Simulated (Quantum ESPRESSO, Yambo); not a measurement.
# GaN (honeycomb monolayer): bands and cutoff in G0W0 with Yambo, part 2 of 2

What does each rung of G0W0 on GaN (honeycomb monolayer) cost, and what does it buy?

Quantum ESPRESSO 7.5 and Yambo 5.3.0; PBE and many-body steps on it, plane waves. Known limits of the many-body steps: not at the basis limit; exchange with frozen shells missing; no spin-orbit coupling.

So far. Step 2 (Empty states on the mesh, 9×9×1 mesh, 175 bands): On this mesh the gap is 2.174 eV. Step 4 (43 bands, 95.2 eV): The gap on the mesh goes from 2.17 eV to 3.88 eV, a correction of +1.70 eV.

## (5) 86 bands, 129.3 eV

Level of this step: G0W0 on PBE, plane waves, norm-conserving pseudopotentials (Yambo).

The input, gw2.in:

```
HF_and_locXC
gw0
dyson
ppa
em1d
rim_cut
rim_w
RandQpts= 3000000
RandGvec= 100 RL
CUTGeo= "slab z"
RandGvecW= 9 RL
EXXRLvcs= 72 Ry
VXCRLvcs= 288 Ry
Chimod= "HARTREE"
% BndsRnXp
 1 | 86 |
%
NGsBlkXp= 9.5 Ry
% LongDrXp
 1 | 1 | 0 |
%
% GbndRnge
 1 | 86 |
%
DysSolver= "n"
ExtendOut
PPAPntXp= 27.21138 eV
% QPkrange
 12 | 12 | 8 | 11 |
 1 | 1 | 8 | 11 |
%
```

The run is started by

```console
OMP_NUM_THREADS=1 mpirun -n 4 yambo -F gw2.in -J gw2 -C gw2 > gw2.log
```

What it wrote:

```text
 Yambo, version 5.3.0

 [02] CORE Variables Setup
 =========================

  [... cell, symmetries and grids as in the set-up ...]

  [02.05] Energies & Occupations
  ==============================

  [X] === General ===
  [X] Electronic Temperature                        :  0.000000  0.000000 [eV K]
  [X] Bosonic    Temperature                        :  0.000000  0.000000 [eV K]
  [X] Finite Temperature mode                       : no
  [X] El. density                                   :  0.14382E+24 [cm-3]
  [X] Fermi Level                                   : -2.450356 [eV]

  [X] === Gaps and Widths ===
  [X] Conduction Band Min                           :  2.174319 [eV]
  [X] Valence Band Max                              :  0.000000 [eV]
  [X] Filled Bands                                  :   9
  [X] Empty Bands                                   :   10  175
  [X] Direct Gap                                    :  2.507052 [eV]
  [X] Direct Gap localized at k                     :  1
  [X] Indirect Gap                                  :  2.174319 [eV]
  [X] Indirect Gap between kpts                     :  12   1
  [X] Last valence band width                       :  1.345545 [eV]
  [X] 1st conduction band width                     :  3.094321 [eV]

 [03] Transferred momenta grid and indexing
 ==========================================

 IBZ Q-points                                      :  12
 BZ  Q-points                                      :   81

 K/Q-points units:
 rlu = crystal or reduced units; cc = cartesian coordinates; iku = interal k-units

 Q [ 1]         [rlu]:  0.000000  0.000000  0.000000
 Q [ 2]         [rlu]:  0.59999E-17  0.11111       0.0000
 Q [ 3]         [rlu]:  0.12000E-16  0.22222       0.0000
[...]
< -Wc [Q = 1] > 0.128252E-1 0.880795E-5 * < -Wc [Q = 2] > 0.003428 0.003323
   < -Wc [Q = 3] > 0.734549E-3 0.722877E-3 * < -Wc [Q = 4] > 0.257520E-3 0.254621E-3
   < -Wc [Q = 5] > 0.116595E-3 0.115688E-3 * < -Wc [Q = 6] > 0.001044 0.001025
   < -Wc [Q = 7] > 0.361567E-3 0.357344E-3 * < -Wc [Q = 8] > 0.157049E-3 0.155824E-3
   < -Wc [Q = 9] > 0.798606E-4 0.794181E-4 * < -Wc [Q = 10] > 0.176677E-3 0.175383E-3
   < -Wc [Q = 11] > 0.934946E-4 0.930416E-4 * < -Wc [Q = 12] > 0.568096E-4 0.566321E-4

  Comparison between head Wc = W - v averages: < Wc > [au] RIM-W/RIM

   < -Wc [G = 1,G`=0] > 0.128252E-1 0.880795E-5 * < -Wc [G = 2,G`=0] >-0.964105E-3  0.00000
   < -Wc [G = 3,G`=0] >-0.964105E-3  0.00000 * < -Wc [G = 4,G`=0] > 0.563032E-4  0.00000
   < -Wc [G = 5,G`=0] > 0.563032E-4  0.00000 * < -Wc [G = 6,G`=0] >-0.328877E-4  0.00000
   < -Wc [G = 7,G`=0] >-0.328877E-4  0.00000 * < -Wc [G = 8,G`=0] > 0.946304E-6  0.00000
   < -Wc [G = 9,G`=0] > 0.946304E-6  0.00000

 [10] G0W0 (W PPA)
 =================

 [  GW  ] Bands range     :    1   86
 [GW/PPA] G damping       :  0.100000 [eV]

 QP @ state[ 1 ] K range:  1  1
 QP @ state[ 1 ] b range:   8  11
 QP @ state[ 2 ] K range:  12  12
 QP @ state[ 2 ] b range:   8  11

  Sc/G bands                                       :    1   86
  Sc/G damping                                     :  0.100000 ev
  Sc bands terminator                              : no
  Sx RL components                                 :   8789

  QP @ state[ 1 ] K range                          :  1  1
  QP @ state[ 1 ] b range                          :   8  11
  QP @ state[ 2 ] K range                          :  12  12
  QP @ state[ 2 ] b range                          :   8  11
  GF energies kind                                 : Perdew, Burke & Ernzerhof(X)+Perdew, Burke & Ernzerhof(C)
  GF WF`s kind                                     : Perdew, Burke & Ernzerhof(X)+Perdew, Burke & Ernzerhof(C)
  Xs energies kind                                 : Perdew, Burke & Ernzerhof(X)+Perdew, Burke & Ernzerhof(C)
  Xs WF`s kind                                     : Perdew, Burke & Ernzerhof(X)+Perdew, Burke & Ernzerhof(C)

 [14] Game Over & Game summary
```

Run time: 6.9 min. Hardware: 4 MPI ranks of Arm Neoverse V1, shared host; peak memory 2.2 GiB.

This step gave:

```yaml
g0w0_gap_on_the_points_computed: 3.903 eV
starting_gap_on_the_mesh: 2.174 eV
k_of_the_valence_top: 0.3333, 0.3333, 0
k_of_the_conduction_bottom: 0, 0, 0
least_direct_g0w0_gap_on_the_computed_points: 3.920 eV
z_at_the_valence_top: 0.7742
z_at_the_conduction_bottom: 0.8316
```

Against G0W0 in Yambo (9×9×1 mesh, 43 bands, screening to 95.2 eV, Godby-Needs plasmon pole), the gap moves by +0.027 eV.

## (6) 175 bands, 163.3 eV

gw3.in, as its differences from gw2.in of step 5:

```diff
@@ -15,5 +15,5 @@
 % BndsRnXp
- 1 | 86 |
+ 1 | 175 |
 %
-NGsBlkXp= 9.5 Ry
+NGsBlkXp= 12 Ry
 % LongDrXp
@@ -22,3 +22,3 @@
 % GbndRnge
- 1 | 86 |
+ 1 | 175 |
 %
```

The run is started by

```console
OMP_NUM_THREADS=1 mpirun -n 4 yambo -F gw3.in -J gw3 -C gw3 > gw3.log
```

What it wrote:

```text
 Yambo, version 5.3.0

 [02] CORE Variables Setup
 =========================

  [... cell, symmetries and grids as in the set-up ...]

  [02.05] Energies & Occupations
  ==============================

  [X] === General ===
  [X] Electronic Temperature                        :  0.000000  0.000000 [eV K]
  [X] Bosonic    Temperature                        :  0.000000  0.000000 [eV K]
  [X] Finite Temperature mode                       : no
  [X] El. density                                   :  0.14382E+24 [cm-3]
[...]
QP @ state[ 1 ] b range                          :   8  11
  QP @ state[ 2 ] K range                          :  12  12
  QP @ state[ 2 ] b range                          :   8  11
  GF energies kind                                 : Perdew, Burke & Ernzerhof(X)+Perdew, Burke & Ernzerhof(C)
  GF WF`s kind                                     : Perdew, Burke & Ernzerhof(X)+Perdew, Burke & Ernzerhof(C)
  Xs energies kind                                 : Perdew, Burke & Ernzerhof(X)+Perdew, Burke & Ernzerhof(C)
  Xs WF`s kind                                     : Perdew, Burke & Ernzerhof(X)+Perdew, Burke & Ernzerhof(C)

 [14] Game Over & Game summary
```

The job ended after 23 min (4 MPI ranks; peak memory 2.7 GiB).

Numbers from this step:

| Quantity | Value |
| --- | --- |
| G0W0 gap on the points computed | 3.968 eV |
| starting gap on the mesh | 2.174 eV |
| k of the valence top | 0.3333, 0.3333, 0 |
| k of the conduction bottom | 0, 0, 0 |
| least direct G0W0 gap on the computed points | 3.986 eV |

Against G0W0 in Yambo (9×9×1 mesh, 86 bands, screening to 129.3 eV, Godby-Needs plasmon pole), the gap moves by +0.065 eV.

## (7) Side by side

Times are wall times on 4 MPI ranks of Arm Neoverse V1, shared host, good to a factor of about two.

```csv
run,mesh,bands,screening cutoff (eV),DFT gap (eV),gap on the mesh (eV),direct (eV),time
"43 bands, 95.2 eV",9×9×1,43,95.2,2.174,3.877,3.896,2.3 min
"86 bands, 129.3 eV",9×9×1,86,129.3,2.174,3.903,3.920,6.9 min
"175 bands, 163.3 eV",9×9×1,175,163.3,2.174,3.968,3.986,23 min
```

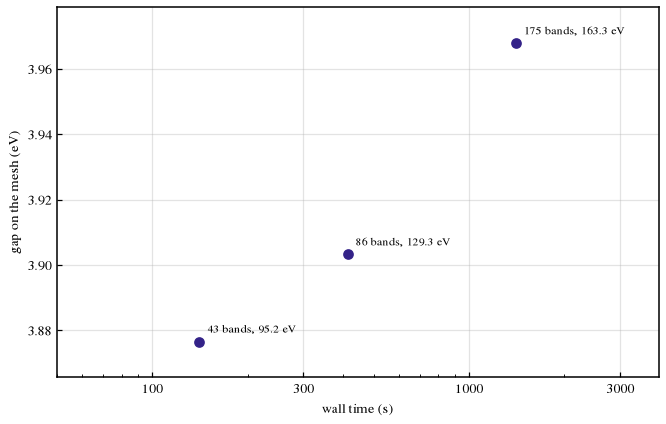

Result against wall time.

## (8) Outcome

```json
{"43 bands, 95.2 eV": "3.877 eV", "86 bands, 129.3 eV": "3.903 eV", "175 bands, 163.3 eV": "3.968 eV", "known limits": "not at the basis limit; exchange with frozen shells missing; no spin-orbit coupling"}
```

What this shows: From the first rung to the last the gap moves by +0.09 eV for 10.0 times the time. The steps are not yet shrinking, so no limit is drawn. In the G0W0 runs levels were corrected at 2 k points alone, so a gap called «on the mesh» is the least over those, and an edge elsewhere would be missed. The norm-conserving file of at least one element keeps a d shell over frozen s and p shells of the same row. Exchange with those shells is missing from the self-energy, an error of 0.3 to 0.9 eV in cases checked, whose sign depends on which edge lies on those atoms. The many-body steps are scalar-relativistic: spin-orbit coupling is not in them.

[Paths, hosts, dates, memory and timing lines, banners, echoed tables and standing remarks are left out of the program output.]

[Logs are printed without paths, hosts, clocks, repeated set-up lines and the standing remarks that a program may print on its own settings, such as how far it seeks lower states.]

[Runs of the session that timed out or met a known fault of the program may be left out.]

[Hosts, paths, dates, database ids (printed as entryN), source tags and the programs' standing remarks are cut or masked in the printed files.]
